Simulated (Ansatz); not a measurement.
# Run report: SnO, geometry relaxation (part 2 of 3)

Continued. System: SnO (4 atoms in the cell). Method: DFT, PBE, plane waves, PAW, no spin polarisation (Ansatz 0.2.0); cutoff 420 eV, 8×14×12 k-mesh, Gaussian smearing of 0.1 eV. The structure was built on a prototype by a generator; it need not be a known phase. Some settings of this run were made unusual or wrong on purpose.

Geometry of the input (Å; fractional positions):
```
5.9050  0.0000  0.0000
0.0000  3.3060  0.0000
0.0000  0.0000  3.7859
Sn 0.7500  0.0000  0.6118
Sn 0.2500  0.0000  0.3882
O  0.7500  0.5000  0.9379
O  0.2500  0.5000  0.0621
```

**What the program printed, continued**
```
relax step   8: F+E_penalty+E_count = -13181.78501835 eV  Δ(F+E_penalty+E_count) = -2.568e-3 eV  max|allowed force component| = 7.198e-3 eV/Å  Δτ_max = 0.0000 Å  P = +0.080 GPa  Ω = 76.032 Å³  stress off target by 1.14e-1 GPa  SCF on the basis re-selected at this cell (its energy is not comparable with the rows above)  (7 SCF iters)
basis re-selected at this cell: Δ(F+E_penalty+E_count) = -2.568e-3 eV, ΔP = +0.083 GPa vs the last step (what re-selecting the basis moved, of the pressure what is left beyond the Pulay correction that the steps carried, after the strain that the cell walked since its last selection, with what the two solves' SCF thresholds leave and, on support functions, any second-order correction that the steps lacked; it is no measure of the basis error at this ecutwfc). This SCF's stress stands 1.14e-1 GPa from its target on what of the cell is left free (relax.cell.stress_tol is 5.00e-2 GPa) and its largest allowed force component is 7.20e-3 eV/Å (relax.f_tol is 1.00e-2 eV/Å): not within both, so this SCF does not close the relaxation
Crystal: 4 atoms, lattice volume = 76.546 Å³
Basis set: ecut = 420 eV, 1509 PW (Γ), exchange–correlation on 72×40×48 points (8 copies of the dense FFT grid, shifted against one another)
iter 1 solved again at ethr=8.53e-7 eV; its pass at ethr=3.10e-3 eV (dr2=3.41e-4 eV) is discarded
SCF iter   1: F=—  HF=-13181.784122 eV  |F-HF|=—  |Δ(HF+E_count)|=         —  Δρ=9.81e-4  dr2=2.83e-4  ethr=8.53e-7  ⟨swp⟩=3.0  Hψ=39087  notcnv=0
preconditioner: auto → Kerker (q_TF=auto, 2.449 Å⁻¹)  [metal: Δε(μ)=0.018 eV  Ē_g=17.502 eV  σ=0.100 eV  W_gap=0.10  n_scr=16 (ndim 8)  ℏωp=26.8 eV  f_vac=0.002  D(μ)=0.53/eV (n_scr^D=2)]
SCF iter   2: F=—  HF=-13181.784116 eV  |F-HF|=—  |Δ(HF+E_count)|=   5.87e-6  Δρ=5.01e-4  dr2=8.27e-5  ethr=7.09e-7  ⟨swp⟩=1.5  Hψ=7779  notcnv=0
SCF iter   3: F=—  HF=-13181.784111 eV  |F-HF|=—  |Δ(HF+E_count)|=   5.19e-6  Δρ=8.35e-5  dr2=6.16e-6  ethr=2.07e-7  ⟨swp⟩=2.8  Hψ=11330  notcnv=0
SCF iter   4: F=—  HF=-13181.784111 eV  |F-HF|=—  |Δ(HF+E_count)|=   4.30e-7  Δρ=2.12e-5  dr2=3.71e-7  ethr=1.54e-8  ⟨swp⟩=2.2  Hψ=9588  notcnv=0
iter 5 did not close the SCF: its close was put off for the readings that it lacked (scf_convergence_deferred on its scf_iter line)
SCF iter   5: F=-13181.784111 eV  HF=-13181.784111 eV  |F-HF|=9.04e-9  |Δ(HF+E_count)|=   1.47e-7  Δρ=5.79e-6  dr2=2.87e-8  ethr=9.27e-10  ⟨swp⟩=2.4  Hψ=12012  notcnv=0
SCF iter   6: F=-13181.784111 eV  HF=-13181.784111 eV  |F-HF|=2.52e-9  |Δ(HF+E_count)|=   1.38e-8  Δρ=2.04e-6  dr2=4.33e-9  ethr=7.17e-11  ⟨swp⟩=3.3  Hψ=24712  notcnv=0
SCF 9 converged in 6 iterations: F = -13181.784111 eV  dr2 = 4.33e-9
relax step   9: F+E_penalty+E_count = -13181.78411133 eV  Δ(F+E_penalty+E_count) = +9.070e-4 eV  max|allowed force component| = 1.074e-3 eV/Å  Δτ_max = 0.0108 Å  P = +0.030 GPa  Ω = 76.546 Å³  energy of the carried Pulay correction = -1.252e-3 eV  (6 SCF iters, dr2 threshold 3.26e-8 eV, accepted)
Crystal: 4 atoms, lattice volume = 76.917 Å³
iter 1 solved again at ethr=2.92e-7 eV; its pass at ethr=3.10e-3 eV (dr2=1.17e-4 eV) is discarded
SCF iter   1: F=—  HF=-13181.783264 eV  |F-HF|=—  |Δ(HF+E_count)|=         —  Δρ=5.33e-4  dr2=8.74e-5  ethr=2.92e-7  ⟨swp⟩=3.0  Hψ=40145  notcnv=0
preconditioner: auto → Kerker (q_TF=auto, 2.447 Å⁻¹)  [metal: Δε(μ)=0.012 eV  Ē_g=17.495 eV  σ=0.100 eV  W_gap=0.07  n_scr=16 (ndim 8)  ℏωp=26.8 eV  f_vac=0.002  D(μ)=0.54/eV (n_scr^D=2)]
SCF iter   2: F=—  HF=-13181.783266 eV  |F-HF|=—  |Δ(HF+E_count)|=   1.49e-6  Δρ=2.71e-4  dr2=2.76e-5  ethr=2.18e-7  ⟨swp⟩=2.0  Hψ=7420  notcnv=0
SCF iter   3: F=—  HF=-13181.783268 eV  |F-HF|=—  |Δ(HF+E_count)|=   2.61e-6  Δρ=4.76e-5  dr2=2.86e-6  ethr=6.91e-8  ⟨swp⟩=2.6  Hψ=9453  notcnv=0
SCF iter   4: F=—  HF=-13181.783275 eV  |F-HF|=—  |Δ(HF+E_count)|=   6.18e-6  Δρ=1.28e-5  dr2=2.09e-7  ethr=7.15e-9  ⟨swp⟩=2.0  Hψ=8699  notcnv=0
SCF iter   5: F=—  HF=-13181.783275 eV  |F-HF|=—  |Δ(HF+E_count)|=   4.09e-8  Δρ=4.52e-6  dr2=2.66e-8  ethr=5.23e-10  ⟨swp⟩=2.3  Hψ=10258  notcnv=0
SCF iter   6: F=-13181.783275 eV  HF=-13181.783275 eV  |F-HF|=5.44e-10  |Δ(HF+E_count)|=   1.62e-8  Δρ=1.58e-6  dr2=2.99e-9  ethr=2.04e-11  ⟨swp⟩=5.1  Hψ=25509  notcnv=0
SCF 10 converged in 6 iterations: F = -13181.783275 eV  dr2 = 2.99e-9
relax step  10: F+E_penalty+E_count = -13181.78327460 eV  Δ(F+E_penalty+E_count) = +8.367e-4 eV  max|allowed force component| = 7.599e-3 eV/Å  Δτ_max = 0.0054 Å  P = +0.011 GPa  Ω = 76.917 Å³  energy of the carried Pulay correction = -2.157e-3 eV  (6 SCF iters, dr2 threshold 8.17e-9 eV, accepted)
iter 1 solved again at ethr=1.09e-7 eV; its pass at ethr=3.10e-3 eV (dr2=4.36e-5 eV) is discarded
SCF iter   1: F=—  HF=-13181.780615 eV  |F-HF|=—  |Δ(HF+E_count)|=         —  Δρ=6.78e-4  dr2=1.52e-5  ethr=1.09e-7  ⟨swp⟩=3.3  Hψ=49565  notcnv=0
SCF iter   2: F=—  HF=-13181.783066 eV  |F-HF|=—  |Δ(HF+E_count)|=   2.45e-3  Δρ=3.48e-4  dr2=4.05e-6  ethr=3.81e-8  ⟨swp⟩=2.0  Hψ=9272  notcnv=0
SCF iter   3: F=—  HF=-13181.783960 eV  |F-HF|=—  |Δ(HF+E_count)|=   8.94e-4  Δρ=1.47e-5  dr2=3.86e-8  ethr=1.01e-8  ⟨swp⟩=2.0  Hψ=9257  notcnv=0
SCF iter   4: F=—  HF=-13181.783961 eV  |F-HF|=—  |Δ(HF+E_count)|=   8.51e-7  Δρ=2.74e-6  dr2=4.14e-9  ethr=9.64e-11  ⟨swp⟩=2.1  Hψ=9842  notcnv=0
SCF iter   5: F=—  HF=-13181.783961 eV  |F-HF|=—  |Δ(HF+E_count)|=   8.75e-9  Δρ=1.18e-6  dr2=1.35e-9  ethr=1.03e-11  ⟨swp⟩=2.0  Hψ=9506  notcnv=0
SCF iter   6: F=—  HF=-13181.783961 eV  |F-HF|=—  |Δ(HF+E_count)|=  5.33e-10  Δρ=3.51e-7  dr2=1.25e-10  ethr=3.38e-12  ⟨swp⟩=2.0  Hψ=8970  notcnv=0
SCF iter   7: F=-13181.783961 eV  HF=-13181.783961 eV  |F-HF|=3.64e-12  |Δ(HF+E_count)|=  7.46e-11  Δρ=1.06e-7  dr2=9.96e-12  ethr=1.00e-12  ⟨swp⟩=5.3  Hψ=26892  notcnv=0
SCF 11 converged in 7 iterations: F = -13181.783961 eV  dr2 = 9.96e-12
relax step  11: F+E_penalty+E_count = -13181.78396124 eV  Δ(F+E_penalty+E_count) = -6.866e-4 eV  max|allowed force component| = 8.728e-3 eV/Å  Δτ_max = 0.0000 Å  P = +0.016 GPa  Ω = 76.917 Å³  stress off target by 4.13e-2 GPa  SCF on the basis re-selected at this cell (its energy is not comparable with the rows above)  (7 SCF iters)
```

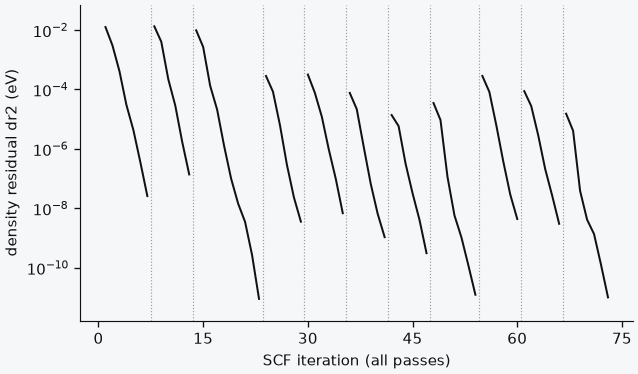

**Figure 1.** Convergence of the self-consistent field: density residual dr2 against the SCF iteration. The dotted lines part the SCF passes of the relaxation: geometry steps, rejected trials and re-solves on a re-selected basis. The 11 passes take 6 to 10 iterations each, 73 in all.

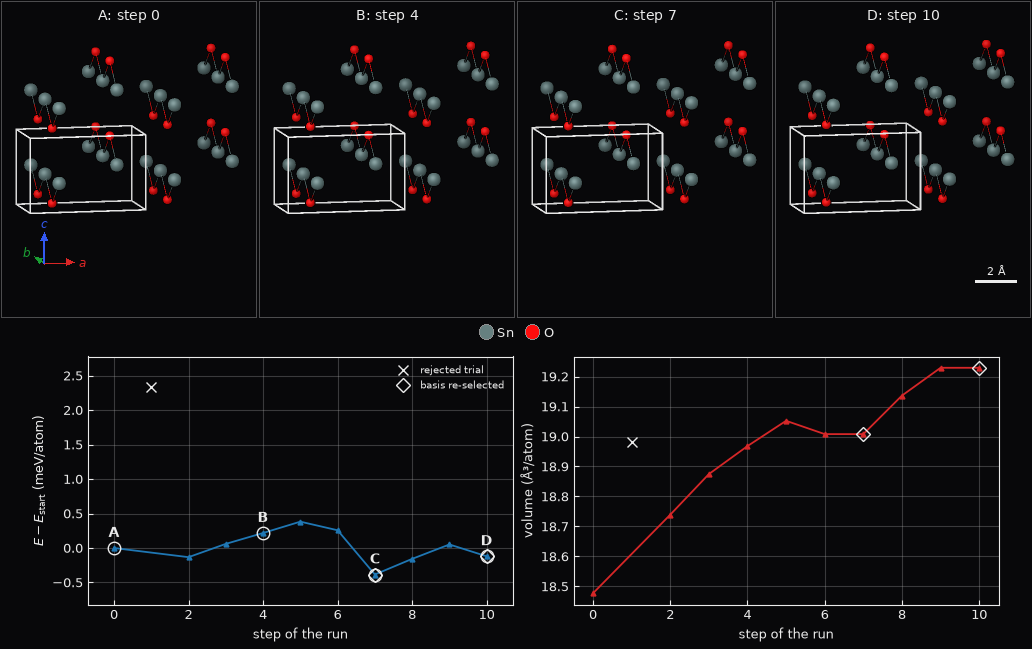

**Figure 2.** Frames of the relaxation (ball-and-stick view of the cell of the calculation, repeated 2 × 2 × 2, seen slightly off an axis) above the curves, on which the letters mark them (the first geometry is step 0 here and step 1 in the log).

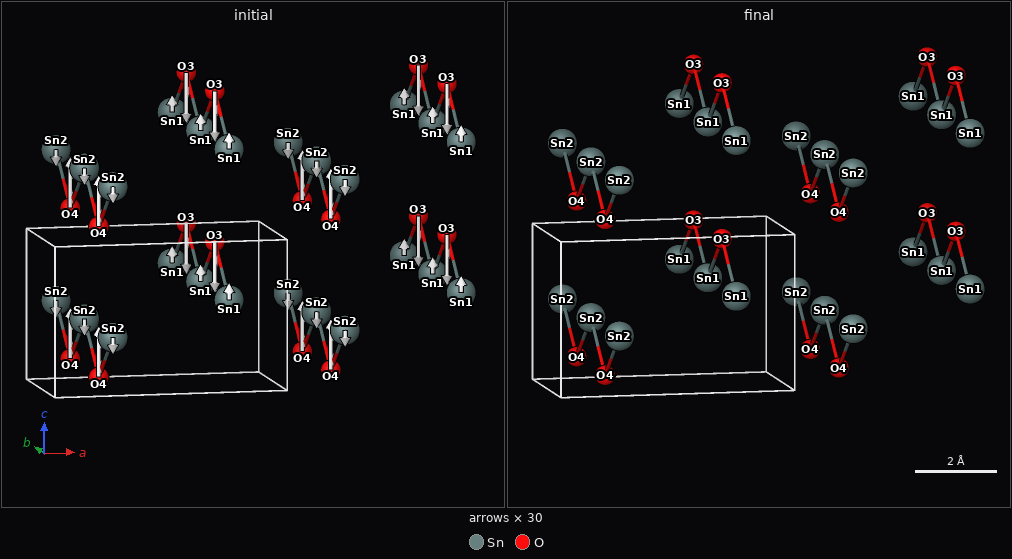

**Figure 3.** Before (left) and after (right) the relaxation, at one scale (ball-and-stick view of the cell of the calculation, repeated 2 × 2 × 2, seen slightly off an axis). The white arrows give the displacements (without the part carried along by the change of the cell), magnified 30 times. Over 8 geometry steps the energy rises by 0.1 meV per atom. The largest force component goes from 0.064 to 0.0087 eV/Å. The pressure goes from 0.34 to 0.02 GPa. The line search rejected the trial step at point 1 (counted from 0) and went back. 1 further SCF at an unchanged geometry re-selected the plane-wave basis for the new cell. The largest moves relative to the cell, 0.044 Å, are those of O3 and O4. By element the largest moves are O 0.044 Å, Sn 0.015 Å. Cell: a 5.905 → 5.947 Å (+0.7 %), b 3.306 → 3.307 Å (0.0 %), c 3.786 → 3.910 Å (+3.3 %). Volume +4.1 %. Distances before and after: Sn1–O3 2.063 → 2.053 Å. The space group stays Pmma (No. 51). The energy change given includes the shifts at the re-selections in mid-walk, which come without any move. A last SCF at the same geometry on a re-selected plane-wave basis shifts the energy by −0.2 meV per atom. (Atoms are counted from 1 in the order of the input.)

```
basis re-selected at this cell: Δ(F+E_penalty+E_count) = -6.866e-4 eV, ΔP = +0.005 GPa vs the last step (what re-selecting the basis moved, of the pressure what is left beyond the Pulay correction that the steps carried, after the strain that the cell walked since its last selection, with what the two solves' SCF thresholds leave and, on support functions, any second-order correction that the steps lacked; it is no measure of the basis error at this ecutwfc). This SCF's stress stands 4.13e-2 GPa from its target on what of the cell is left free (relax.cell.stress_tol is 5.00e-2 GPa) and its largest allowed force component is 8.73e-3 eV/Å (relax.f_tol is 1.00e-2 eV/Å): within both
SCF converged after 7 iterations
Free energy (F): -13181.783961 eV
Harris-Foulkes:  -13181.783961 eV  (|F-HF|=3.64e-12)
Internal energy: -13181.781277 eV  (E = F + TS)
E sigma→0 (E₀):  -13181.782619 eV
Entropy (-TS):   -0.002684 eV (-0.671 meV/atom)
Fermi energy:    7.750595 eV
--- Per-component energies (eV) ---
  E_band       = -238.647763
  E_kinetic    = 719.410247
  E_local      = -2651.355606  (includes V_loc(G=0)·N_el)
  E_nonlocal   = 32.899612
  E_hartree    = 1412.009845
  E_xc         = -909.829423
  E_vxc        = -376.740488  (∫ρ·V_xc dr)
  E_paw        = -8591.910671  (= ΣΔE_a)
  E_vpaw       = -786.919496  (= ΣTr[D̂ρ^β])
  E_aug_tail   = 0.038302  (compensation charges beyond the density's cutoff)
  E_ewald      = -3193.043583
  E_smearing   = -0.002684  (= −TS)
  E_closure    = 0.000000  (closes the sum)
  Σ components = -13181.783961   (vs F -13181.783961, Δ=0.00e0)
--- Forces (eV/Å), atoms counted from 1 ---
  atom   1  Sn     0.00000000     0.00000000    -0.00872772
  atom   2  Sn     0.00000000     0.00000000     0.00872772
  atom   3  O      0.00000000     0.00000000     0.00215705
  atom   4  O      0.00000000     0.00000000    -0.00215705
  max |Σ_I F_I| component: 0.00e0 eV/Å
--- Stress (GPa, compression-positive) ---
       -0.026002       0.000000       0.000000
        0.000000       0.033162       0.000000
        0.000000       0.000000       0.041284
  P = ⅓ Tr σ = 0.0161 GPa (0.161 kbar)
--- Band table (eV; the first three rows and the last of 280) ---
  k-point 0: bands = ["-13.7016", "-13.5694", "-13.3149", "-13.2951", "-13.2944", "-13.2836", "-13.2813", "-13.2694", "-13.2545", "-13.1709", "-10.1311", "-9.6939", "1.0409", "2.9587", "3.5814", "4.2978", "4.6268", "5.1829", "5.8899", "6.1142", "8.2682", "12.5929", "12.6901", "15.5456"]
  k-point 1: bands = ["-13.7003", "-13.5689", "-13.3130", "-13.2961", "-13.2951", "-13.2819", "-13.2805", "-13.2702", "-13.2544", "-13.1710", "-10.1194", "-9.6944", "0.9341", "3.0116", "3.4660", "4.3172", "4.6378", "5.1847", "6.0846", "6.1972", "8.2227", "11.9477", "13.1185", "15.4309"]
  k-point 2: bands = ["-13.6969", "-13.5676", "-13.3079", "-13.2989", "-13.2971", "-13.2835", "-13.2724", "-13.2721", "-13.2540", "-13.1711", "-10.0862", "-9.6966", "0.6705", "3.1558", "3.1673", "4.3715", "4.6676", "5.4098", "5.9876", "6.8094", "8.1024", "11.1571", "13.2431", "15.1008"]
  k-point 279: bands = ["-13.7638", "-13.7638", "-13.3685", "-13.3685", "-13.2764", "-13.2764", "-13.2045", "-13.2045", "-13.1476", "-13.1476", "-9.0601", "-9.0601", "0.8080", "0.8080", "3.4001", "3.4001", "4.7786", "4.7786", "5.7816", "5.7816", "12.0528", "12.0528", "12.1155", "12.1155"]
--- Relaxed structure (9 steps of the walk, 8 accepted, 2 SCFs on fresh bases) ---
  F+E_penalty+E_count = -13181.78396124 eV   max|allowed force component| = 8.728e-3 eV/Å   (the final SCF, on the basis selected at the relaxed cell)
  cell:  # Å, volume = 76.9168 Å³
    - [5.94718555063018, 0.0, 0.0]
    - [0.0, 3.3073774082595726, 0.0]
    - [0.0, 0.0, 3.910444953066816]
  atoms:
    - { symbol: Sn, position: [0.7500000000000001, 0.0, 0.615729838467864] }
    - { symbol: Sn, position: [0.25000000000000006, 0.0, 0.38427016153213583] }
    - { symbol: O, position: [0.7500000000000001, 0.5, 0.9267653916024361] }
    - { symbol: O, position: [0.25000000000000006, 0.5, 0.07323460839756388] }
settings of this run that can trade accuracy for cost: basis.ecutrho_ratio < 4. Do not mix this run's numbers with those of runs without the same settings; the input reference describes each key
```

**Trajectory as extended XYZ (Å, eV, eV/Å), 11 frames, from step=1 to step=11**
```
4
Lattice="5.9050 0.0000 0.0000 0.0000 3.3060 0.0000 0.0000 0.0000 3.7859" Properties=species:S:1:pos:R:3:forces:R:3 step=1 energy=-13181.78348 pressure_GPa=0.34
Sn    4.4287    0.0000    2.3163    0.0000   0.0000   0.0644
Sn    1.4762    0.0000    1.4696    0.0000   0.0000  -0.0644
O     4.4287    1.6530    3.5508    0.0000   0.0000  -0.0402
O     1.4762    1.6530    0.2351    0.0000   0.0000   0.0402
4
Lattice="6.0111 0.0000 0.0000 0.0000 3.3102 0.0000 0.0000 0.0000 3.8156" Properties=species:S:1:pos:R:3:forces:R:3 step=2 energy=-13181.77412 pressure_GPa=-0.41 accepted=F
Sn    4.5083    0.0000    2.3872    0.0000   0.0000  -0.0902
Sn    1.5028    0.0000    1.4285    0.0000   0.0000   0.0902
O     4.5083    1.6551    3.6165    0.0000   0.0000  -0.0343
O     1.5028    1.6551    0.1991    0.0000   0.0000   0.0343
4
Lattice="5.9580 0.0000 0.0000 0.0000 3.3066 0.0000 0.0000 0.0000 3.8048" Properties=species:S:1:pos:R:3:forces:R:3 step=3 energy=-13181.78401 pressure_GPa=0.06
Sn    4.4685    0.0000    2.3324    0.0000   0.0000   0.0233
Sn    1.4895    0.0000    1.4724    0.0000   0.0000  -0.0233
O     4.4685    1.6533    3.5637    0.0000   0.0000  -0.0240
O     1.4895    1.6533    0.2411    0.0000   0.0000   0.0240
4
Lattice="5.9681 0.0000 0.0000 0.0000 3.3078 0.0000 0.0000 0.0000 3.8244" Properties=species:S:1:pos:R:3:forces:R:3 step=4 energy=-13181.78324 pressure_GPa=-0.04
Sn    4.4760    0.0000    2.3443    0.0000   0.0000   0.0175
Sn    1.4920    0.0000    1.4801    0.0000   0.0000  -0.0175
O     4.4760    1.6539    3.5723    0.0000   0.0000  -0.0158
O     1.4920    1.6539    0.2522    0.0000   0.0000   0.0158
4
Lattice="5.9614 0.0000 0.0000 0.0000 3.3061 0.0000 0.0000 0.0000 3.8496" Properties=species:S:1:pos:R:3:forces:R:3 step=5 energy=-13181.78261 pressure_GPa=0.12
Sn    4.4710    0.0000    2.3669    0.0000   0.0000  -0.0342
Sn    1.4903    0.0000    1.4827    0.0000   0.0000   0.0342
O     4.4710    1.6530    3.5881    0.0000   0.0000   0.0288
O     1.4903    1.6530    0.2616    0.0000   0.0000  -0.0288
4
Lattice="5.9524 0.0000 0.0000 0.0000 3.3094 0.0000 0.0000 0.0000 3.8687" Properties=species:S:1:pos:R:3:forces:R:3 step=6 energy=-13181.78195 pressure_GPa=-0.12
Sn    4.4643    0.0000    2.3805    0.0000   0.0000   0.0030
Sn    1.4881    0.0000    1.4882    0.0000   0.0000  -0.0030
O     4.4643    1.6547    3.6016    0.0000   0.0000  -0.0079
O     1.4881    1.6547    0.2671    0.0000   0.0000   0.0079
4
Lattice="5.9462 0.0000 0.0000 0.0000 3.3067 0.0000 0.0000 0.0000 3.8669" Properties=species:S:1:pos:R:3:forces:R:3 step=7 energy=-13181.78245 pressure_GPa=-0.00
Sn    4.4596    0.0000    2.3784    0.0000   0.0000   0.0004
Sn    1.4865    0.0000    1.4885    0.0000   0.0000  -0.0004
O     4.4596    1.6534    3.6002    0.0000   0.0000  -0.0003
O     1.4865    1.6534    0.2667    0.0000   0.0000   0.0003
4
Lattice="5.9462 0.0000 0.0000 0.0000 3.3067 0.0000 0.0000 0.0000 3.8669" Properties=species:S:1:pos:R:3:forces:R:3 step=8 energy=-13181.78502 pressure_GPa=0.08
Sn    4.4596    0.0000    2.3784    0.0000   0.0000   0.0011
Sn    1.4865    0.0000    1.4885    0.0000   0.0000  -0.0011
O     4.4596    1.6534    3.6002    0.0000   0.0000  -0.0072
O     1.4865    1.6534    0.2667    0.0000   0.0000   0.0072
4
Lattice="5.9497 0.0000 0.0000 0.0000 3.3076 0.0000 0.0000 0.0000 3.8896" Properties=species:S:1:pos:R:3:forces:R:3 step=9 energy=-13181.78411 pressure_GPa=0.03
Sn    4.4623    0.0000    2.3917    0.0000   0.0000   0.0003
Sn    1.4874    0.0000    1.4980    0.0000   0.0000  -0.0003
O     4.4623    1.6538    3.6103    0.0000   0.0000  -0.0011
O     1.4874    1.6538    0.2793    0.0000   0.0000   0.0011
4
Lattice="5.9472 0.0000 0.0000 0.0000 3.3074 0.0000 0.0000 0.0000 3.9104" Properties=species:S:1:pos:R:3:forces:R:3 step=10 energy=-13181.78327 pressure_GPa=0.01
Sn    4.4604    0.0000    2.4078    0.0000   0.0000  -0.0076
Sn    1.4868    0.0000    1.5027    0.0000   0.0000   0.0076
O     4.4604    1.6537    3.6241    0.0000   0.0000   0.0037
O     1.4868    1.6537    0.2864    0.0000   0.0000  -0.0037
4
Lattice="5.9472 0.0000 0.0000 0.0000 3.3074 0.0000 0.0000 0.0000 3.9104" Properties=species:S:1:pos:R:3:forces:R:3 step=11 energy=-13181.78396 pressure_GPa=0.02
Sn    4.4604    0.0000    2.4078    0.0000   0.0000  -0.0087
Sn    1.4868    0.0000    1.5027    0.0000   0.0000   0.0087
O     4.4604    1.6537    3.6241    0.0000   0.0000   0.0022
O     1.4868    1.6537    0.2864    0.0000   0.0000  -0.0022
```
